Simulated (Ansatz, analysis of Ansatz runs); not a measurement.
# F centre in LiF: hyperfine coupling against experiment, part 2 of 2

How near does this set-up come to the measured hyperfine coupling? Subject: F centre in LiF. Set-up: PBE, 64-site cell, measured lattice, 420 eV, k: the single point 1/4 1/4 1/4 then 2x2x2 shifted 0.5 0.5 0.5. The model is a cell of 64 host atoms with 1 F taken out. The isotropic coupling follows from the spin density at the nucleus, the nuclear g-factor and the total spin. The measured lattice removes the functional's error in the volume.

Ansatz 0.2.0; PBE, 64-site cell, measured lattice, 420 eV, k: the single point 1/4 1/4 1/4 then 2x2x2 shifted 0.5 0.5 0.5.

So far: Starting point; Relaxation, charge 0.

## Step 2: Relaxation, charge 0 (continued)

Level of this step: plane-wave PAW DFT, PBE; relaxation of all atoms of a defect supercell (Ansatz).

Step by step:

```tsv
step	energy less that of the first step (eV)	largest force component (eV/Å)
1	0.0000	0.1691
2	-0.0113	0.0885
3	-0.0186	0.0148
4	-0.0186	0.0148
```

Forces are held to the 12 operations that the run works with; a distortion that breaks them can't arise in this run.

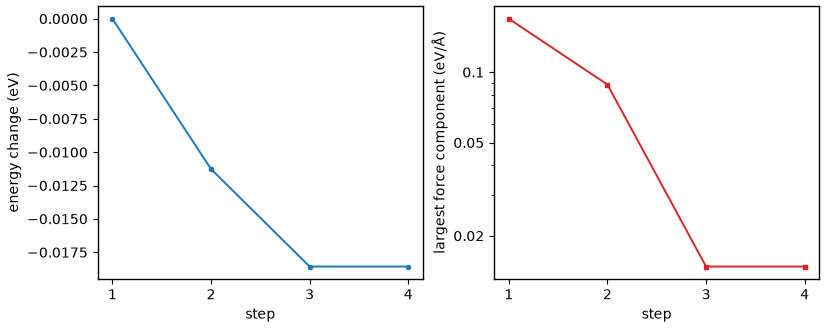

Energy and largest force along the relaxation.

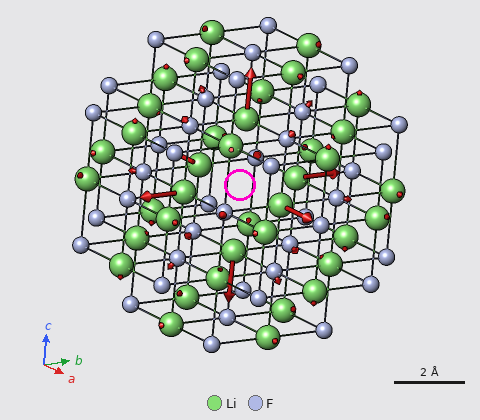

Displacements in the relaxation near the centre, exaggerated; the longest in the cell stands for 0.04 Å. A ring marks the centre wherever it is empty.

The atoms that moved most (Å):

```tsv
atom	dx	dy	dz	length
Li28	0.000	0.035	0.000	0.035
Li27	0.000	0.000	0.035	0.035
Li56	0.035	0.000	0.000	0.035
Li25	-0.035	0.000	0.000	0.035
Li19	0.000	0.000	-0.035	0.035
Li12	0.000	-0.035	0.000	0.035
F30	-0.005	0.005	0.000	0.007
F29	-0.005	0.000	0.005	0.007
```

The atoms nearest to the centre after the run:

```tsv
atom	distance (Å)
Li12	2.049
Li19	2.049
Li25	2.049
Li56	2.049
Li28	2.049
Li27	2.049
F8	2.855
F14	2.855
F21	2.855
F31	2.855
F60	2.855
F61	2.855
F45	2.855
F52	2.855
F30	2.855
F24	2.855
```

This step gave:

```yaml
free_energy: -31704.8138 eV
total_moment: 1 μB
integral_of_the_absolute_spin_density: 1.013 μB
spin_contamination: 5.93e-4
```

The relaxation ends 0.3 meV an atom lower, with a largest force component of 0.015 eV/Å.

## Step 3: Contact spin densities

The relaxed structure is kept, and the final numbers are taken at the final level and k-points.

This step: plane-wave PAW DFT, PBE; single point of a defect supercell.

File point/input.yaml:

```yaml
crystal:
  lattice:
    - [8.056, 0.0, 0.0]
    - [0.0, 8.056, 0.0]
    - [0.0, 0.0, 8.056]
  atoms:
    - { symbol: Li, position: [1.9127e-05, 1.85e-06, 1.85e-06] }
    - { symbol: Li, position: [0.000204503, 0.250204503, 0.250204503] }
[... 5 atom lines left out ...]
    - { symbol: F, position: [0.249979983, 0.249399314, 0.249399314] }
[... 3 atom lines left out ...]
    - { symbol: Li, position: [0.249983468, 0.245607046, 0.499983468] }
[... 1 atom line left out ...]
    - { symbol: F, position: [-0.000600686, 0.249399314, 0.499979983] }
[... 4 atom lines left out ...]
    - { symbol: Li, position: [0.249983468, 0.499983468, 0.245607046] }
[... 1 atom line left out ...]
    - { symbol: F, position: [-0.000600686, 0.499979983, 0.249399314] }
[... 3 atom lines left out ...]
    - { symbol: Li, position: [-0.004392954, 0.499983468, 0.499983468] }
[... 1 atom line left out ...]
    - { symbol: Li, position: [0.250016532, 0.500016532, 0.754392954] }
    - { symbol: Li, position: [0.250016532, 0.754392954, 0.500016532] }
[... 2 atom lines left out ...]
    - { symbol: F, position: [0.250020017, 0.750600686, 0.750600686] }
[... 24 atom lines left out ...]
    - { symbol: Li, position: [0.504392954, 0.500016532, 0.500016532] }
[... 3 atom lines left out ...]
    - { symbol: F, position: [0.500600686, 0.500020017, 0.750600686] }
    - { symbol: F, position: [0.500600686, 0.750600686, 0.500020017] }
[... 1 atom line left out ...]
    - { symbol: F, position: [0.74998486, 0.749960616, 0.749960616] }
basis:
  ecutwfc: 420
  xc_grid: 2
hamiltonian:
  xc: pbe
kpoints:
  mp_grid: { grid: [2, 2, 2], shift: [0.5, 0.5, 0.5] }
magnetization:
  spin_polarized: true
  initial_magnetization: 1
  spin_locking: { lock_magnetization: hard }
scf:
  occupations: { method: fermi_dirac, width: 0.01 }
  max_iter: 120
output:
  forces: true
  efg: {}
  eigenvalues: true
checkpoint:
  read: "../relax.run"
```

Launch:

```sh
$ ansatz run input.yaml --threads 2 --pin off --max-ram 3768MiB --backend cpu --events-out ev --progress --plain --runs-dir out
```

Numbers of over 12 decimals in the logs are rounded to 6 here.

The program printed:

```text
[...]
Crystal: 63 atoms, lattice volume = 522.827 Å³
Basis set: ecut = 420 eV, 10251 PW (Γ), exchange–correlation on 108×108×108 points (8 copies of the dense FFT grid, shifted against one another)
Bands: 220, of which v1, the nominal top of the filled ones, is band 157 counted from 1 (156 counted from 0)
Symmetry: 12 space group operations
[...]
k-points: 2 of 8
[...]
Starting moments: Σ|m| = 1 μB on 63 of 63 sites; this step starts from the density that it was given
[...]
SCF iter   6: F=-31704.813826 eV  HF=-31704.813826 eV  |F-HF|=9.82e-11  |Δ(HF+E_count)|=  5.86e-10  Δρ=1.24e-7 (↑1.24e-7 ↓1.18e-7)  dr2=1.85e-10  dr2_m=1.01e-11  M=1.000 μB ∫|m|=1.012 μB  ethr=1.00e-12  ⟨swp⟩=2.0  Hψ=1445  notcnv=0
SCF 1 converged in 6 iterations: F = -31704.813826 eV  dr2 = 1.85e-10
[...]
SCF converged after 6 iterations
[...]
atom  19  Li V_zz =    -0.014561   η = 0.0041   by run symmetry: allowed
[...]
atom  21  F  V_zz =    +0.163851   η = 0.6239   by run symmetry: allowed
[...]
atom  25  Li V_zz =    -0.014561   η = 0.0041   by run symmetry: allowed
[...]
atom  27  Li V_zz =    -0.014561   η = 0.0041   by run symmetry: allowed
[...]
atom  28  Li V_zz =    -0.014561   η = 0.0041   by run symmetry: allowed
[...]
atom  31  F  V_zz =    +0.163851   η = 0.6239   by run symmetry: allowed
[...]
atom  56  Li V_zz =    -0.014561   η = 0.0041   by run symmetry: allowed
[...]
--- Band table (eV) ---
[...]
[... further k-points left out ...]
[key lines of the parts left out:]
Magnetization: 1.0000 μB (157.0000 up, 156.0000 down)
Free energy (F): -31704.813826 eV
Fermi energy:    7.593761 (↑ 8.586445, ↓ 4.621849) eV
```

Elapsed: 22 s, on 2 threads of Intel Xeon Platinum 8488C (Sapphire Rapids), shared host; peak memory 1.7 GiB; 41 s of CPU time.

Reading the cycles: dr2 is the Hartree energy of the density residual (eV), the measure of convergence; HF is the Harris–Foulkes estimate of the energy, which meets the free energy F at convergence.

This step gave:

- free energy: -31704.8138 eV
- total moment: 1 μB
- integral of the absolute spin density: 1.013 μB
- spin contamination: 5.93e-4

The atoms' spheres hold 0.21 of the 1 μB, none over 0.02 μB.

Isotropic hyperfine couplings from the contact spin densities (Fermi contact term with core polarisation, no dipolar part), the largest:

```tsv
atom	isotope	distance from the centre (Å)	contact spin density (e/Å³)	A (MHz)
F16	19F	2.86	0.196	122.5
F24	19F	2.86	0.196	122.5
F29	19F	2.86	0.196	122.5
F30	19F	2.86	0.196	122.5
F45	19F	2.86	0.196	122.5
F52	19F	2.86	0.196	122.5
F8	19F	2.86	0.196	122.4
F14	19F	2.86	0.196	122.4
F21	19F	2.86	0.196	122.4
F31	19F	2.86	0.196	122.4
```

## Step 4: What came out

```
7Li, shell I                          : 39.5 MHz
19F, shell II                         : 122.5 MHz
7Li, shell III                        : 0.8 MHz
19F, shell IV                         : 0.9 MHz
integral of the absolute spin density : 1.01 μB
time of the whole chain               : 50 s on 2 threads
```

7Li, shell I: computed 39.5 MHz, measured 39.06 MHz; 0.4 MHz (1 %) above the measurement. 19F, shell II: computed 122.5 MHz, measured 105.9 MHz; 16.5 MHz (16 %) above the measurement. 7Li, shell III: computed 0.8 MHz, measured 0.5 MHz; 0.3 MHz (55 %) above the measurement. 19F, shell IV: computed 0.9 MHz, measured 0.48 MHz; 0.4 MHz (89 %) above the measurement. Only the isotropic (Fermi contact) part is computed, with core polarisation; no vibrational averaging. Limits: the periodic copies of the defect are only 8.1 Å apart.

[Logs are printed without paths, hosts, clocks, repeated set-up lines and the standing remarks that a program may print on its own settings, such as how far it seeks lower states.]

[Hosts, paths, dates, database ids (printed as entryN), source tags and the programs' standing remarks are cut or masked in the printed files.]

[For some hosts the program warned that the k-mesh of the response run may be too coarse for force constants and the static dielectric constant; such warnings are not shown here.]
